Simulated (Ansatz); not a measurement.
## Single-point calculation, with input and output: Ti₁₈HO₃₆ (part 2 of 2)

Ti₁₈HO₃₆ (defect cell, 55 atoms in the cell); DFT PBE, scalar-relativistic, plane waves, PAW, spin-polarised (Ansatz 0.2.0); cutoff 420 eV, 2×1×2 k-mesh, Gaussian smearing of 0.05 eV, collinear spins. The structure derives from a Materials Project entry.

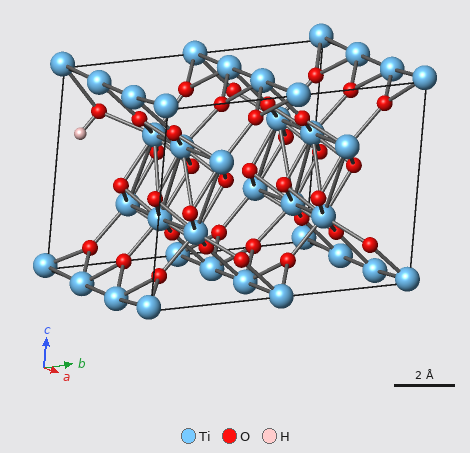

**Figure 1.** The input geometry (ball-and-stick view of the cell of the calculation, seen slightly off an axis). An atom can appear more than once, as a periodic image.

**Log, continued**
```
  k-point 0 ↑: bands = ["-48.5546", "-48.5343", "-48.5052", "-48.4827", "-48.4783", "-48.4709", "-48.4599", "-48.4531", "-48.4397", "-48.4389", "-48.4321", "-48.4308", "-48.4299", "-48.4264", "-48.4087", "-48.4042", "-48.4037", "-48.3860", "-25.0142", "-24.9957", "-24.9657", "-24.9589", "-24.9517", "-24.9442", "-24.9396", "-24.9310", "-24.9254", "-24.9222", "-24.9087", "-24.9041", "-24.8997", "-24.8910", "-24.8270", "-24.8177", "-24.7906", "-24.7673", "-24.7659", "-24.7614", "-24.7514", "-24.7504",
      "-24.7426", "-24.7319", "-24.7280", "-24.7195", "-24.7043", "-24.7006", "-24.6872", "-24.6859", "-24.6758", "-24.6717", "-24.6670", "-24.6602", "-24.6573", "-24.6476", "-24.6460", "-24.6446", "-24.6382", "-24.6304", "-24.6278", "-24.6243", "-24.6214", "-24.6164", "-24.6143", "-24.6085", "-24.6011", "-24.5979", "-24.5914", "-24.5868", "-24.5841", "-24.5768", "-24.5356", "-24.5196", "-10.5906", "-9.7688", "-9.4023", "-9.2373", "-8.9819", "-8.9643", "-8.9023", "-8.8792",
      "-8.8687", "-8.8596", "-8.8199", "-8.7583", "-8.7266", "-8.6815", "-8.6276", "-8.6264", "-8.5839", "-8.5671", "-8.5402", "-8.4527", "-8.4359", "-8.4087", "-8.3765", "-8.3719", "-8.3533", "-8.3424", "-8.3331", "-8.3226", "-8.3040", "-8.2916", "-8.2747", "-8.2597", "-8.2461", "-8.2289", "-8.1429", "-7.9874", "1.9809", "2.9033", "3.0703", "3.1285", "3.2976", "3.4955", "3.5192", "3.5720", "3.6115", "3.6285", "3.6583", "3.6788",
      "3.6944", "3.7222", "3.7434", "3.7542", "3.7865", "3.8715", "3.8764", "3.8857", "3.9266", "3.9428", "3.9707", "3.9924", "4.0226", "4.0492", "4.0869", "4.1213", "4.2047", "4.2275", "4.2749", "4.3359", "4.3514", "4.4263", "4.5031", "4.5762", "4.5914", "4.6244", "4.6558", "4.6911", "4.7139", "4.7396", "4.7614", "4.7816", "4.8220", "4.8592", "4.9003", "5.0006", "5.0210", "5.0290", "5.0871", "5.1422",
      "5.1578", "5.1854", "5.1974", "5.2211", "5.3543", "5.5315", "5.7164", "5.7328", "5.7570", "5.7858", "5.8296", "5.8576", "5.8697", "6.0121", "6.0493", "6.0623", "6.0762", "6.0984", "6.1784", "6.1961", "6.1985", "6.2304", "6.2529", "6.2618", "6.3209", "6.3432", "6.3817", "6.4173", "6.4265", "6.4630", "6.4733", "6.6002", "6.6569", "6.7811", "6.7936", "6.8527", "6.8691", "6.8958", "6.9502", "6.9599",
      "7.0301", "7.0563", "7.1117", "7.1538", "7.1728", "7.1833", "7.2134", "7.2281", "7.2452", "7.3162", "7.3302", "7.3808", "7.5014", "7.6325", "7.6679", "7.9123", "10.2952", "10.3084", "10.5667", "10.5871", "10.6985", "10.7090", "10.7184", "10.7268", "10.7618", "10.7954", "10.8053", "10.8323", "10.8720", "10.9199", "10.9559", "11.0843", "11.1052", "11.1271", "11.1558", "11.1791", "11.1831"]
  k-point 1 ↑: bands = ["-48.5546", "-48.5343", "-48.5051", "-48.4829", "-48.4773", "-48.4719", "-48.4599", "-48.4533", "-48.4393", "-48.4390", "-48.4323", "-48.4313", "-48.4289", "-48.4269", "-48.4086", "-48.4042", "-48.4036", "-48.3860", "-25.0134", "-24.9932", "-24.9634", "-24.9562", "-24.9551", "-24.9432", "-24.9345", "-24.9295", "-24.9239", "-24.9211", "-24.9145", "-24.9043", "-24.8990", "-24.8918", "-24.8301", "-24.8217", "-24.7854", "-24.7729", "-24.7656", "-24.7642", "-24.7522", "-24.7507",
      "-24.7418", "-24.7304", "-24.7282", "-24.7174", "-24.7073", "-24.7010", "-24.6879", "-24.6817", "-24.6774", "-24.6735", "-24.6679", "-24.6592", "-24.6587", "-24.6496", "-24.6446", "-24.6429", "-24.6378", "-24.6316", "-24.6273", "-24.6247", "-24.6208", "-24.6175", "-24.6162", "-24.6085", "-24.6003", "-24.5977", "-24.5943", "-24.5847", "-24.5822", "-24.5733", "-24.5365", "-24.5204", "-10.5739", "-9.5110", "-9.4569", "-9.3898", "-9.1988", "-8.9426", "-8.9385", "-8.8734",
      "-8.8583", "-8.8371", "-8.8225", "-8.7855", "-8.7544", "-8.6979", "-8.6774", "-8.6340", "-8.5777", "-8.5158", "-8.4828", "-8.4476", "-8.4289", "-8.3955", "-8.3865", "-8.3782", "-8.3728", "-8.3417", "-8.3343", "-8.3284", "-8.2976", "-8.2689", "-8.2602", "-8.2540", "-8.2317", "-8.1454", "-8.0776", "-8.0350", "1.9811", "2.7572", "3.0730", "3.2977", "3.3509", "3.4240", "3.4914", "3.5419", "3.5963", "3.6026", "3.6279", "3.6822",
      "3.7077", "3.7409", "3.7691", "3.7855", "3.8071", "3.8230", "3.8547", "3.9445", "3.9608", "3.9959", "4.0322", "4.0447", "4.0709", "4.1109", "4.1356", "4.1563", "4.1745", "4.1862", "4.2268", "4.2765", "4.2865", "4.3402", "4.3982", "4.4254", "4.5241", "4.5961", "4.6341", "4.6915", "4.7008", "4.7486", "4.7712", "4.8106", "4.8416", "4.8684", "4.9286", "4.9634", "5.0373", "5.0445", "5.0790", "5.1283",
      "5.1434", "5.1694", "5.1870", "5.3960", "5.5540", "5.5785", "5.5948", "5.6053", "5.6769", "5.6850", "5.8611", "5.8908", "5.9604", "6.0113", "6.0489", "6.0828", "6.1042", "6.1187", "6.1433", "6.2155", "6.2280", "6.2620", "6.3262", "6.3514", "6.3588", "6.4174", "6.4286", "6.4476", "6.4754", "6.4995", "6.5434", "6.5667", "6.6904", "6.7037", "6.7462", "6.7612", "6.8210", "6.8735", "6.9444", "6.9979",
      "7.0375", "7.0654", "7.1127", "7.1275", "7.1532", "7.2054", "7.2216", "7.2462", "7.2541", "7.2698", "7.3475", "7.3713", "7.4126", "7.6133", "7.6839", "7.7977", "10.3420", "10.3633", "10.4917", "10.5264", "10.6012", "10.6718", "10.7141", "10.7256", "10.7447", "10.7735", "10.8052", "10.8278", "10.8612", "10.9133", "10.9335", "11.0316", "11.0589", "11.1139", "11.1375", "11.1507", "11.2160"]
  k-point 2 ↑: bands = ["-48.5531", "-48.5361", "-48.5035", "-48.4821", "-48.4724", "-48.4677", "-48.4646", "-48.4611", "-48.4499", "-48.4346", "-48.4325", "-48.4296", "-48.4292", "-48.4202", "-48.4111", "-48.4049", "-48.4017", "-48.3850", "-25.0793", "-25.0563", "-25.0487", "-25.0344", "-25.0248", "-25.0088", "-24.9237", "-24.9004", "-24.8958", "-24.8821", "-24.8147", "-24.8094", "-24.7945", "-24.7889", "-24.7856", "-24.7695", "-24.7598", "-24.7531", "-24.7526", "-24.7417", "-24.7316", "-24.7282",
      "-24.7223", "-24.7157", "-24.7115", "-24.7052", "-24.6975", "-24.6965", "-24.6898", "-24.6872", "-24.6841", "-24.6789", "-24.6753", "-24.6719", "-24.6663", "-24.6594", "-24.6570", "-24.6537", "-24.6525", "-24.6423", "-24.6396", "-24.6358", "-24.6351", "-24.6278", "-24.6232", "-24.6187", "-24.6170", "-24.6155", "-24.6078", "-24.6068", "-24.5975", "-24.5949", "-24.5847", "-24.5744", "-10.5782", "-9.5793", "-9.4839", "-9.2162", "-9.1858", "-9.0385", "-9.0138", "-8.8711",
      "-8.8333", "-8.7880", "-8.7512", "-8.7264", "-8.7106", "-8.6923", "-8.6629", "-8.6504", "-8.6381", "-8.6163", "-8.5579", "-8.4392", "-8.4201", "-8.4162", "-8.3958", "-8.3688", "-8.3606", "-8.3364", "-8.3190", "-8.3131", "-8.2962", "-8.2788", "-8.2560", "-8.2361", "-8.1696", "-8.1170", "-8.1140", "-8.0775", "1.9915", "3.2019", "3.2220", "3.2353", "3.2486", "3.3171", "3.3345", "3.3957", "3.4160", "3.4258", "3.5022", "3.5329",
      "3.5730", "3.6422", "3.7452", "3.7758", "3.8006", "3.8202", "3.8996", "3.9459", "3.9863", "4.0165", "4.0352", "4.0682", "4.0749", "4.0797", "4.1130", "4.1509", "4.1710", "4.2127", "4.2422", "4.2688", "4.3055", "4.3228", "4.3466", "4.3622", "4.4659", "4.4961", "4.5071", "4.5289", "4.6819", "4.8194", "4.8443", "4.9512", "5.0085", "5.0706", "5.1034", "5.1088", "5.1579", "5.1885", "5.2719", "5.3319",
      "5.3615", "5.5547", "5.5978", "5.6039", "5.6708", "5.6841", "5.7180", "5.7713", "5.8144", "5.8394", "5.8508", "5.8858", "5.9298", "5.9378", "5.9620", "6.0006", "6.0397", "6.0878", "6.0962", "6.1079", "6.1177", "6.1352", "6.1463", "6.1753", "6.2045", "6.2379", "6.2628", "6.3356", "6.3764", "6.4140", "6.4833", "6.5417", "6.5785", "6.6187", "6.7024", "6.7319", "6.7459", "6.7977", "6.8636", "6.9394",
      "6.9800", "7.0280", "7.0805", "7.1161", "7.1476", "7.1797", "7.1974", "7.2090", "7.2344", "7.2732", "7.3064", "7.3666", "7.6140", "7.6223", "7.7047", "7.8165", "10.5397", "10.5402", "10.5833", "10.6235", "10.6762", "10.6952", "10.7055", "10.7441", "10.7930", "10.8308", "10.8383", "10.8594", "10.9000", "10.9442", "10.9533", "10.9860", "11.0027", "11.0310", "11.0570", "11.1024", "11.1323"]
  k-point 3 ↓: bands = ["-48.4770", "-48.4589", "-48.4424", "-48.4419", "-48.4318", "-48.4286", "-48.4112", "-48.4083", "-48.4066", "-48.3987", "-48.3904", "-48.3872", "-48.3799", "-48.3680", "-48.3663", "-48.3270", "-48.3205", "-48.3009", "-25.0472", "-25.0335", "-25.0239", "-25.0021", "-24.9578", "-24.9007", "-24.8887", "-24.8662", "-24.8624", "-24.8503", "-24.7626", "-24.7490", "-24.7441", "-24.7268", "-24.7222", "-24.7176", "-24.7113", "-24.7025", "-24.6967", "-24.6906", "-24.6792", "-24.6755",
      "-24.6682", "-24.6649", "-24.6592", "-24.6521", "-24.6491", "-24.6463", "-24.6433", "-24.6361", "-24.6321", "-24.6271", "-24.6252", "-24.6224", "-24.6175", "-24.6114", "-24.6077", "-24.6030", "-24.6004", "-24.5947", "-24.5910", "-24.5885", "-24.5833", "-24.5778", "-24.5767", "-24.5748", "-24.5651", "-24.5544", "-24.5478", "-24.5249", "-24.5187", "-24.4890", "-24.4857", "-24.4349", "-10.5681", "-9.3804", "-9.3197", "-9.2298", "-9.2128", "-9.1875", "-9.1273", "-9.0122",
      "-8.9617", "-8.8601", "-8.8326", "-8.7180", "-8.7060", "-8.6894", "-8.6599", "-8.6502", "-8.6424", "-8.6096", "-8.5548", "-8.4844", "-8.4691", "-8.3648", "-8.3427", "-8.3316", "-8.3215", "-8.3122", "-8.2931", "-8.2732", "-8.2553", "-8.2487", "-8.1909", "-8.1894", "-8.1718", "-8.1502", "-8.1498", "-8.0794", "1.9963", "3.1400", "3.1521", "3.2367", "3.2408", "3.3505", "3.3684", "3.4295", "3.5052", "3.5514", "3.5582", "3.6050",
      "3.6290", "3.6609", "3.7150", "3.7549", "3.7956", "3.8088", "3.8519", "3.8762", "3.9331", "3.9552", "3.9769", "4.0221", "4.0640", "4.0905", "4.1057", "4.1303", "4.1704", "4.1750", "4.2121", "4.3011", "4.3240", "4.3645", "4.4074", "4.4548", "4.4921", "4.5205", "4.5499", "4.5787", "4.7081", "4.8297", "4.8724", "4.8973", "5.0302", "5.0765", "5.1081", "5.1752", "5.2323", "5.2741", "5.3270", "5.4022",
      "5.4419", "5.5219", "5.5350", "5.5731", "5.6047", "5.6289", "5.6813", "5.7291", "5.7730", "5.7814", "5.8611", "5.8722", "5.9062", "5.9323", "5.9768", "5.9956", "6.0408", "6.0736", "6.0994", "6.1230", "6.1363", "6.1904", "6.2323", "6.2718", "6.3167", "6.3517", "6.3682", "6.3922", "6.4109", "6.4202", "6.4450", "6.5763", "6.5861", "6.6222", "6.6553", "6.6700", "6.7243", "6.7498", "6.8275", "6.8471",
      "6.8730", "6.8859", "6.9295", "7.0842", "7.1470", "7.1870", "7.2392", "7.3066", "7.3181", "7.3711", "7.4205", "7.4741", "7.5590", "7.6005", "7.6525", "7.7619", "10.5271", "10.5489", "10.5735", "10.6477", "10.6806", "10.7243", "10.7572", "10.8246", "10.8535", "10.8842", "10.9667", "10.9734", "10.9969", "11.0145", "11.0310", "11.0706", "11.0779", "11.1039", "11.1472", "11.1667", "11.1817"]
--- Löwdin populations: 55 sites ---
  site symbol       q [e]    m [muB]
     0     Ti     10.6695     0.0180
     1     Ti     10.6575     0.0228
     2     Ti     10.6557     0.0280
     3     Ti     10.6527     0.0234
     4     Ti     10.6679     0.0182
     5     Ti     10.6591     0.0218
     6     Ti     10.6558     0.0230
     7     Ti     10.6593     0.0205
     8     Ti     10.6545     0.0231
     9     Ti     10.6517     0.0267
    10     Ti     10.6525     0.0227
    11     Ti     10.6567     0.0199
    12     Ti     10.6582     0.1198
    13     Ti     10.6516     0.1125
    14     Ti     10.6452     0.1378
    15     Ti     10.6532     0.1475
    16     Ti     10.6444     0.1291
    17     Ti     10.6525     0.1477
    18      O      6.6538    -0.0040
    19      O      6.6530    -0.0041
    20      O      6.6481    -0.0059
    21      O      6.6506    -0.0036
    22      O      6.6531    -0.0038
    23      O      6.6551    -0.0035
    24      O      6.6152    -0.0013
    25      O      6.6479    -0.0010
    26      O      6.5815    -0.0018
    27      O      6.6095    -0.0015
    28      O      6.5824    -0.0016
    29      O      6.6084    -0.0014
    30      O      6.6611    -0.0032
    31      O      6.6611    -0.0032
    32      O      6.6621    -0.0037
    33      O      6.6599    -0.0029
    34      O      6.6589    -0.0029
    35      O      6.6440    -0.0036
    36      O      6.7158    -0.0009
    37      O      6.6633    -0.0028
    38      O      6.6525    -0.0029
    39      O      6.6643    -0.0034
    40      O      6.6529    -0.0029
    41      O      6.6654    -0.0030
    42      O      6.6289    -0.0015
    43      O      6.5998    -0.0015
    44      O      6.6103    -0.0020
    45      O      6.5951    -0.0012
    46      O      6.6321    -0.0010
    47      O      6.6083    -0.0013
    48      O      6.6498    -0.0041
    49      O      6.6516    -0.0025
    50      O      6.6505    -0.0048
    51      O      6.6413    -0.0040
    52      O      6.6471    -0.0042
    53      O      6.6504    -0.0025
    54      H      0.6084     0.0001
  spilling = 0.003484 (of n_electrons = 433.000000)
--- Band densities, each state counted as filled ---
  window                                       electrons  max residual (eV)  cut levels
  e_range: [-0.25, 0.25]             4.750000 + 3.500000             2.2e-6           0
  e_range: [-1.2, 0]                 1.000000 + 0.000000             2.0e-6           0
  e_range: [0, 1.2]                34.750000 + 33.000000             2.7e-6           0
```

**Results in brief**

| quantity | value |
| --- | --- |
| outcome | converged |
| electrons treated | 433 |
| free energy | −65510.1990 eV |
| Fermi energy | 10.413 eV |
| gap on the k-point mesh | none (metallic) |
| net moment of the cell | 0.97 μB |
| integrated absolute moment | 1.18 μB |
| largest force (length of the vector) | 0.054 eV/Å |
| hardware | 8 threads of Arm Neoverse N1, 98 GiB of memory available, shared host |
| wall time | 3 min (CPU time 24 min) |
| peak memory | 8.7 GiB |

**Notes**

Notes on the run: the state was not tested for a lower one. The k-point mesh is coarse for a cell of this size, so the results may not be converged.
